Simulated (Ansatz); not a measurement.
**Al2Cu: band-structure calculation**

Al2Cu (P4/mmm, 3 atoms in the cell), computed with DFT, r2SCAN, PAW with Ansatz's default frozen-core files, scalar-relativistic, no spin polarisation (Ansatz 0.2.0).

The structure derives from a Materials Project entry. It belongs to a series of runs on one base structure; here: PAW files in place of LAPW. Figures and captions count atoms from 1; the log counts them from 0 in places.

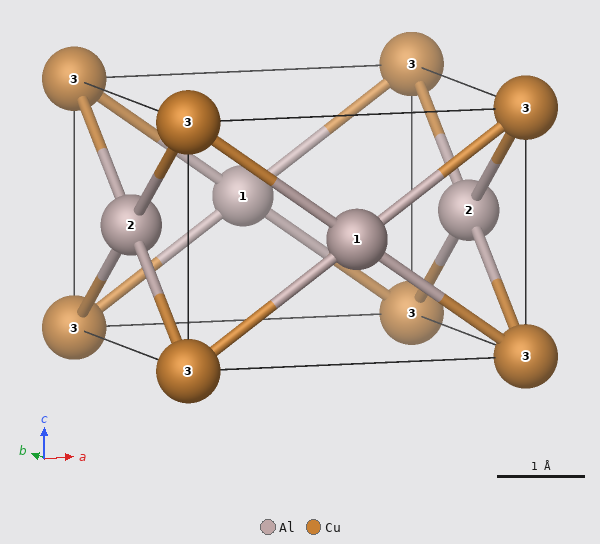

*The structure as given in the input (ball-and-stick view of the cell of the calculation, seen slightly off an axis; atoms are numbered from 1 in the order of the input).*

Near neighbours in the crystal (not all of them lie inside the picture): Al has 4 Cu at 2.51 Å; Cu has 8 Al at 2.51 Å.

**Summary**

- outcome: converged
- space group (tolerance 0.01 Å): P4/mmm (123)
- electrons treated: 25
- free energy: −7712.1781 eV
- Fermi energy: 9.246 eV
- pressure: −2.19 GPa
- field gradient V_zz (10²¹ V/m²): Al 2.35, Al 2.35, Cu 2.22
- electronic character: metal
- largest force (length of the vector): under 0.001 eV/Å
- hardware: 1 thread of AMD EPYC (Zen 3), 192 GiB of memory available, shared host
- wall time: 81 s
- peak memory: 0.56 GiB

**Input file**
```yaml
crystal:
  lattice:
    - [4.105182, 0.0, 0.0]
    - [0.0, 4.105182, 0.0]
    - [0.0, 0.0, 2.891313]
  atoms:
    - { symbol: Al, position: [0.5, 0.0, 0.5] }
    - { symbol: Al, position: [0.0, 0.5, 0.5] }
    - { symbol: Cu, position: [0.0, 0.0, 0.0] }
kpoints:
  mp_grid: { grid: [9, 9, 13] }
  band_path:
    path:
      - [0.0, 0.0, 0.0]
      - [0.0, 0.5, 0.0]
      - [0.5, 0.5, 0.0]
      - [0.0, 0.0, 0.0]
      - [0.0, 0.0, 0.5]
      - [0.0, 0.5, 0.5]
      - [0.5, 0.5, 0.5]
      - [0.0, 0.0, 0.5]
      - [0.0, 0.5, 0.0]
    npoints: 14
scf:
  occupations: { method: fermi_dirac, width: 0.03 }
hamiltonian:
  xc: r2scan
  pseudopotentials: { kind: paw }
output:
  forces: true
  stress: true
  eigenvalues: true
  efg: { contact_densities: true }
  populations: true
  bader: true
  dos: { projected: true, de: 0.2, e_range: [-14, 8] }
  write_density: true
  write_potential: true
  elf: true
  volumetric_format: npy
```

Run as:
```bash
ansatz run input.yaml --threads 1 --pin off --max-ram 4096MiB --backend cpu --events-out ev --progress --plain --runs-dir out
```

**Output**
```
Engine: ansatz 0.2.0, x86_64-unknown-linux-gnu
Pseudopotentials: kind: paw
Pseudopotential: Al, paw, valence charge 3, recommended cutoff 500 eV (meta_gga), Al.paw.azcp
Pseudopotential: Cu, paw, valence charge 19, recommended cutoff 500 eV (meta_gga), Cu.paw.azcp
Functional definition: r2SCAN
  parameter k0 = 0.174
  parameter k1 = 0.065
  parameter a1 = 4.9479
  exchange = r2scan_x(k0 = k0, k1 = k1, a1 = a1)
  correlation = r2scan_c
Crystal: 3 atoms, lattice volume = 48.726 Å³
Basis set: ecut = 500 eV, 1243 PW (Γ), exchange–correlation on 120×120×96 points (64 copies of the dense FFT grid, shifted against one another)
Bands: 17, of which v1, the nominal top of the filled ones, is band 13 counted from 1 (12 counted from 0)
Symmetry: 16 space group operations
Space group: P4/mmm (ITA 123), of the structure as read, at distance tolerance 3.7e-5 Å
k-points: 105 of 1053
Non-local potential: Al, projectors of the file, l = 0: 2, l = 1: 2, l = 2: 1
Non-local potential: Cu, projectors of the file, l = 0: 3, l = 1: 2, l = 2: 3, l = 3: 1
PAW form: soft (Blöchl's): semilocal exchange-correlation on the pseudo side does not see the compensation charge
PAW frozen core: Al, regenerated for the run's functional (the file was generated under x = pbe(κ = 0.804, μ = 0.2195149727645171), c = pbe(β = 0.06672455060314922))
PAW frozen core: Cu, regenerated for the run's functional (the file was generated under x = pbe(κ = 0.804, μ = 0.2195149727645171), c = pbe(β = 0.06672455060314922))
PAW one-centre angular grid: Al, 302 points (default); XC on 160 Gauss nodes
PAW one-centre angular grid: Cu, 590 points (default); XC on 160 Gauss nodes
Initial density: superposition of atomic densities (neutral atoms: chi_scale 0, normalization atom), corrected by the library's trained network
Initial wavefunctions: pseudopotential atomic-orbital guess
Functional: x = r2scan, c = r2scan; τ floored in thin density (d = 2e-4 eV/Å³)
SCF iter   1: F=—  HF=-7712.173210 eV  |F-HF|=—  |Δ(HF+E_count)|=         —  Δρ=1.86e-2  dr2=1.16e-1  dr2_τ=9.43e-3  ethr=1.77e-3  ⟨swp⟩=6.0  Hψ=9680  notcnv=0
preconditioner: auto → Kerker (q_TF=auto, 2.441 Å⁻¹)  [metal: Δε(μ)=0.044 eV  Ē_g=8.736 eV  σ=0.030 eV  W_gap=0.35  n_scr=10 (ndim 8)  ℏωp=21.9 eV  f_vac=0.000  D(μ)=0.73/eV (n_scr^D=4)]
SCF iter   2: F=—  HF=-7712.195604 eV  |F-HF|=—  |Δ(HF+E_count)|=   2.24e-2  Δρ=1.38e-2  dr2=4.95e-2  dr2_τ=6.13e-4  ethr=4.66e-4  ⟨swp⟩=2.2  Hψ=3876  notcnv=0  defer=34
SCF iter   3: F=—  HF=-7712.179794 eV  |F-HF|=—  |Δ(HF+E_count)|=   1.58e-2  Δρ=3.86e-3  dr2=7.95e-3  dr2_τ=2.74e-5  ethr=1.98e-4  ⟨swp⟩=2.1  Hψ=2996  notcnv=0  defer=34
SCF iter   4: F=—  HF=-7712.178063 eV  |F-HF|=—  |Δ(HF+E_count)|=   1.73e-3  Δρ=1.00e-3  dr2=4.11e-4  dr2_τ=4.94e-6  ethr=3.18e-5  ⟨swp⟩=2.1  Hψ=3045  notcnv=0  defer=35
SCF iter   5: F=—  HF=-7712.178091 eV  |F-HF|=—  |Δ(HF+E_count)|=   2.82e-5  Δρ=4.76e-4  dr2=1.13e-4  dr2_τ=6.39e-7  ethr=1.65e-6  ⟨swp⟩=2.1  Hψ=2507  notcnv=0  defer=35
SCF iter   6: F=—  HF=-7712.178065 eV  |F-HF|=—  |Δ(HF+E_count)|=   2.62e-5  Δρ=1.73e-4  dr2=1.33e-5  dr2_τ=4.65e-8  ethr=4.52e-7  ⟨swp⟩=2.1  Hψ=2639  notcnv=0  defer=35
SCF iter   7: F=—  HF=-7712.178062 eV  |F-HF|=—  |Δ(HF+E_count)|=   3.05e-6  Δρ=5.87e-5  dr2=1.32e-6  dr2_τ=2.90e-9  ethr=5.31e-8  ⟨swp⟩=1.5  Hψ=2122  notcnv=0  defer=35
SCF iter   8: F=-7712.178062 eV  HF=-7712.178062 eV  |F-HF|=1.27e-8  |Δ(HF+E_count)|=   1.60e-8  Δρ=8.75e-6  dr2=5.11e-8  dr2_τ=1.09e-10  ethr=4.00e-10  ⟨swp⟩=7.8  Hψ=11490  notcnv=0
SCF 1 converged in 8 iterations: F = -7712.178062 eV  dr2 = 5.11e-8
  greatest PAW one-centre occupation: 1.000 electrons in one spin orbital (limit 2), on the Cu atom at site 2 (counted from 0), in its partial waves of l = 0
```

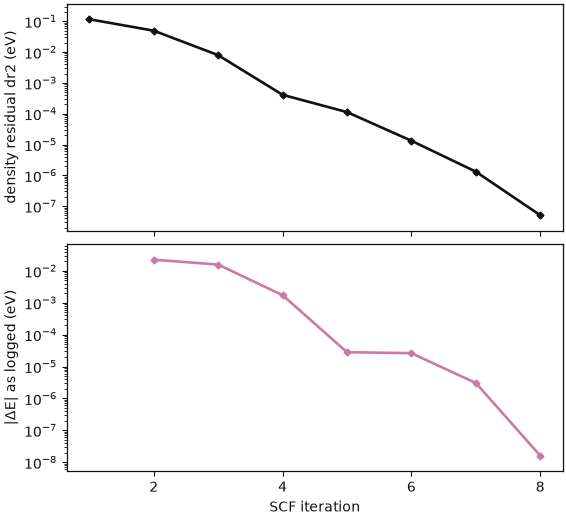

*Convergence of the self-consistent field: density residual dr2 and size of the energy change against the SCF iteration.*

The residual falls at every step.

```
NSCF: frozen V_eff on 113 k-points
SCF converged after 8 iterations
Free energy (F): -7712.178062 eV
Harris-Foulkes:  -7712.178062 eV  (|F-HF|=1.27e-8)
Internal energy: -7712.175876 eV  (E = F + TS)
E sigma→0 (E₀):  -7712.176969 eV
Entropy (-TS):   -0.002185 eV (-0.728 meV/atom)
Fermi energy:    9.245614 eV
--- Per-component energies (eV) ---
  E_band       = -524.451151
  E_kinetic    = 345.004300
  E_local      = -6188.820066  (includes V_loc(G=0)·N_el)
  E_nonlocal   = 408.557463
  E_hartree    = 2787.888147
  E_xc         = -157.514726
  E_vxc        = -188.088638  (∫ρ·V_xc dr)
  E_paw        = -2619.389600  (= ΣΔE_a)
  E_vpaw       = -488.856031  (= ΣTr[D̂ρ^β])
  E_aug_tail   = 0.000144  (compensation charges beyond the density's cutoff)
  E_vtau       = 11.957764  (kinetic-family band-sum trace: ∫τ·v_τ [+ j·A + Jᵃ·Aᵃ] dr)
  E_ewald      = -2287.480215
  E_core_change = -0.421324  (= ΣΔE_core)
  E_smearing   = -0.002185  (= −TS)
  E_closure    = 0.000000  (closes the sum)
  Σ components = -7712.178062   (vs F -7712.178062, Δ=0.00e0)
--- Forces (eV/Å), atoms counted from 1 ---
  atom   1  Al    -0.00000000    -0.00000000     0.00000000
  atom   2  Al     0.00000000     0.00000000     0.00000000
  atom   3  Cu     0.00000000     0.00000000     0.00000000
  max |Σ_I F_I| component: 3.41e-30 eV/Å
--- Stress (GPa, compression-positive) ---
       -1.721354       0.000000       0.000000
        0.000000      -1.721354       0.000000
        0.000000       0.000000      -3.130974
  P = ⅓ Tr σ = -2.1912 GPa (-21.912 kbar)
--- PAW observables at the nuclei: V_zz in 10²¹ V/m², potentials from the cell's mean, atoms counted from 1 ---
  atom   1  Al V_zz =    +2.345187   η = 0.8212   by run symmetry: allowed
            electrostatic potential = -1229.516848 V   contact ρ = 10066.763838 e/Å³
  atom   2  Al V_zz =    +2.345187   η = 0.8212   by run symmetry: allowed
            electrostatic potential = -1229.516848 V   contact ρ = 10066.763838 e/Å³
  atom   3  Cu V_zz =    +2.219833   η = 0.0000   by run symmetry: allowed
            electrostatic potential = -3755.042879 V   contact ρ = 147432.477827 e/Å³
--- Band table (eV; the first three rows and the last of 105) ---
  k-point 0: bands = ["-108.6592", "-64.4657", "-64.4657", "-64.4475", "-1.8289", "3.7240", "4.2383", "4.9046", "5.1486", "5.1486", "6.7072", "6.7072", "9.3777", "10.3247", "15.6523", "15.9259", "15.9259"]
  k-point 1: bands = ["-108.6592", "-64.4657", "-64.4657", "-64.4483", "-1.7155", "3.7612", "4.2788", "4.9155", "5.0286", "5.0286", "6.9204", "6.9204", "9.4405", "10.3912", "13.9076", "16.0269", "16.0269"]
  k-point 2: bands = ["-108.6591", "-64.4655", "-64.4655", "-64.4504", "-1.3767", "3.8645", "4.3855", "4.7821", "4.7821", "4.9459", "7.4496", "7.4496", "9.6336", "10.5712", "11.7920", "16.3148", "16.3148"]
  k-point 104: bands = ["-108.6585", "-64.4647", "-64.4647", "-64.4605", "3.5204", "3.5735", "4.8326", "4.9123", "5.1247", "5.3049", "6.6837", "6.8150", "8.1411", "8.7455", "9.5791", "9.8751", "12.3014"]
--- Löwdin populations: 3 sites ---
  site symbol       q [e]
     0     Al      3.2592
     1     Al      3.2592
     2     Cu     18.3149
  spilling = 0.006669 (of n_electrons = 25.000000)
--- Bader charges: 3 sites ---
  site symbol  charge [e]  shift [e]
     0     Al      1.1075     0.0031
     1     Al      1.1076     0.0031
     2     Cu     -2.2151     0.0061
  estimated error of the sums over rays = 2.4e-4 e
```

**File populations.tsv**
```
# site	symbol	l	j	q
# orbitals = lowdin
# n_electrons = 25.000000
# spilling = 0.006669
0	Al	0_3S	-	0.933476
0	Al	1_3P	-	2.325709
1	Al	0_3S	-	0.933476
1	Al	1_3P	-	2.325709
2	Cu	0_3S	-	1.983068
2	Cu	0_4S	-	0.636021
2	Cu	1_3P	-	5.996284
2	Cu	2_3D	-	9.699525
```

**File v_z.tsv**
```
# z_ang	v_es[eV]	v_tot[eV]
# format = ansatz-planar-average/11
# xc	r2scan
# density_cutoff_ev	2000
# datasets	Al=:simpson_from_first_knot:soft:shift=0	Cu=:simpson_from_first_knot:soft:shift=0
# lattice	4.105182000	0.000000000	0.000000000
# lattice	0.000000000	4.105182000	0.000000000
# lattice	0.000000000	0.000000000	2.891313000
# sites	3
# site	13	2.052591000	0.000000000	1.445656500
# site	13	0.000000000	2.052591000	1.445656500
# site	29	0.000000000	0.000000000	0.000000000
0.000000	4.476655e0	-6.457330e0
0.120471	4.520864e0	-6.399865e0
0.240943	4.651153e0	-6.175084e0
0.361414	4.846345e0	-5.877533e0
0.481885	4.996630e0	-5.607501e0
0.602357	4.936334e0	-5.494722e0
0.722828	4.608347e0	-5.734828e0
0.843300	4.129147e0	-6.218029e0
0.963771	3.677483e0	-6.802022e0
1.084242	3.386518e0	-7.305393e0
1.204714	3.265915e0	-7.620445e0
1.325185	3.226321e0	-7.807300e0
1.445656	3.216893e0	-7.867047e0
1.566128	3.226321e0	-7.807300e0
1.686599	3.265915e0	-7.620445e0
1.807071	3.386518e0	-7.305393e0
1.927542	3.677483e0	-6.802022e0
2.048013	4.129147e0	-6.218029e0
2.168485	4.608347e0	-5.734828e0
2.288956	4.936334e0	-5.494722e0
2.409428	4.996630e0	-5.607501e0
2.529899	4.846345e0	-5.877533e0
2.650370	4.651153e0	-6.175084e0
2.770842	4.520864e0	-6.399865e0
```

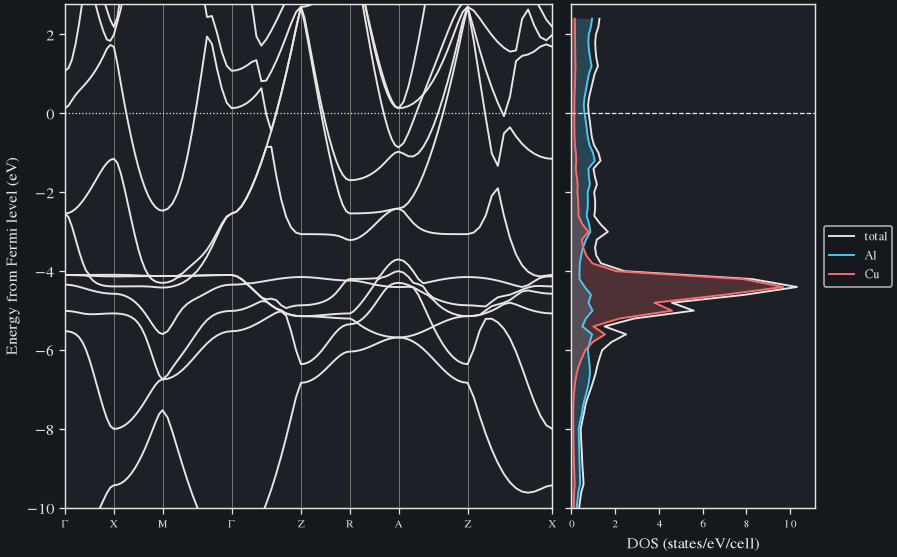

*Band structure along Γ–X–M–Γ–Z–R–A–Z–X and density of states (projected on Löwdin-orthogonalised atomic shells), with energies from the Fermi level.*

Bands cross the Fermi level: a metal at this level of theory.

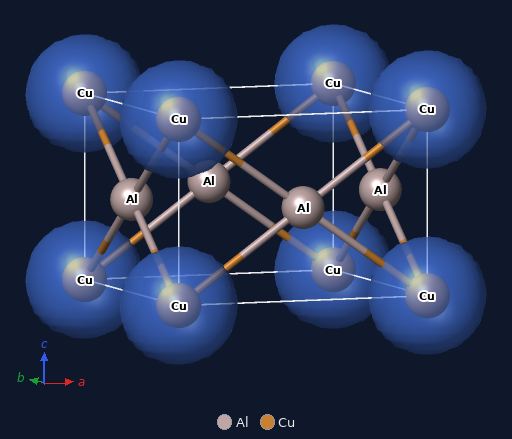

*Isosurface of the valence charge density (pseudo) at 0.6 e/Å³ (blue), seen slightly off an axis. Sticks mark near contacts. The outline is the cell set on symmetry axes.*

At this value the density breaks into separate islands; it holds about 65 % of the electrons treated as valence (semicore included). It is pinched off along the Al–Cu (2.51 Å) contacts. On the grid the lowest density along these lines, outside the cores, is 0.25 e/Å³ (Al–Cu, 2.51 Å). Core electrons are frozen (PAW), so the fields are smoothed inside the atomic spheres.

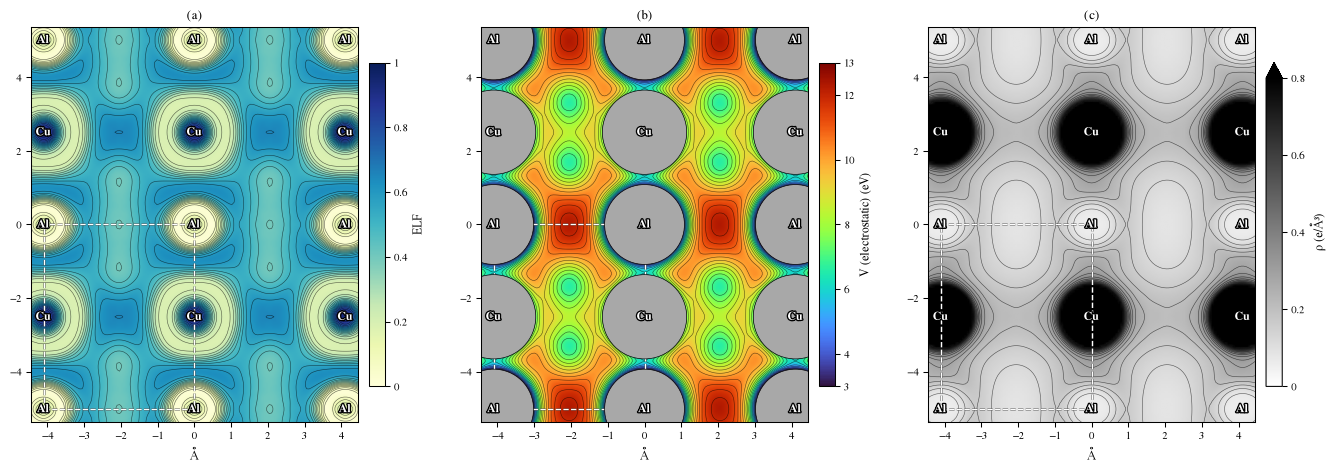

*(a) ELF; (b) electrostatic potential (local pseudopotential plus Hartree) felt by an electron; (c) valence electron density on the (101̄) plane of the conventional cell. Grey discs, where drawn, cover atomic cores.*

Atoms in the plane: Al and Cu. Al–Cu (2.51 Å): the density is about 0.3 e/Å³ at the midpoint; the ELF peaks at about 0.65 between the atoms. Away from the nuclei the density in this plane falls to 0.08 e/Å³ at its lowest. The strong features right at Cu lie inside the PAW spheres (semicore, d or f shells) and say nothing about bonding. Outside the cores the potential energy rises away from the atoms and is highest about 2.0 Å from the nearest atoms; outside the discs it spans about 8 eV, and its zero is arbitrary.
